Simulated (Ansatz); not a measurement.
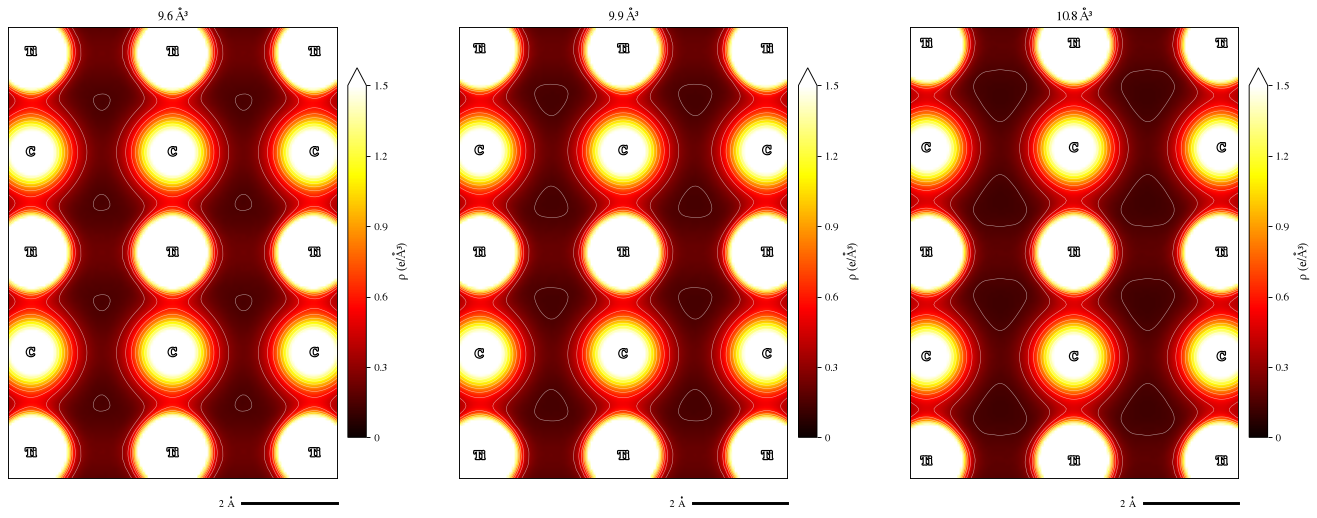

TiC. The valence charge density (pseudo) of cells scaled evenly to different volumes (given per atom above each panel), on the (011̄) plane of each (indices in the axes of the cell below), at one length scale and on one colour scale.

A structure from a database of computed crystals, not necessarily the ambient phase.

Computed with Ansatz 0.2.0, Kohn-Sham DFT of a periodic cell, PBE with D3(BJ), Ansatz PAW.

Core electrons are frozen (PAW), and the valence fields are smoothed inside the atomic spheres.

The largest cell:

```
CELL_PARAMETERS angstrom
0.00000 2.20819 2.20819
2.20819 0.00000 2.20819
2.20819 2.20819 0.00000
ATOMIC_POSITIONS crystal
Ti 0.00000 0.00000 0.00000
C 0.50000 0.50000 0.50000
```

| volume (Å³/atom) | Ti–C contact in the plane (Å) | ρ at its midpoint (e/Å³) | pressure (GPa) | 
| --- | --- | --- | --- |
| 9.55 | 2.122 | 0.555 | 9.6 | 
| 9.95 | 2.151 | 0.524 | −2.0 | 
| 10.36 | 2.180 | ? | ? | 
| 10.77 | 2.208 | 0.472 | −19.2 | 

**Estimate the missing row, and compare with the calculation.**

Over the known rows ln ρ falls by 1.88 per Å of Ti–C distance (a least-squares line), which gives 0.497 e/Å³ at 2.180 Å; the calculation gives 0.498 e/Å³. For the pressure, a straight line in volume between the neighbouring rows gives −10.6 GPa; the calculation gives −11.5, lower because pressure rises ever faster on compression.
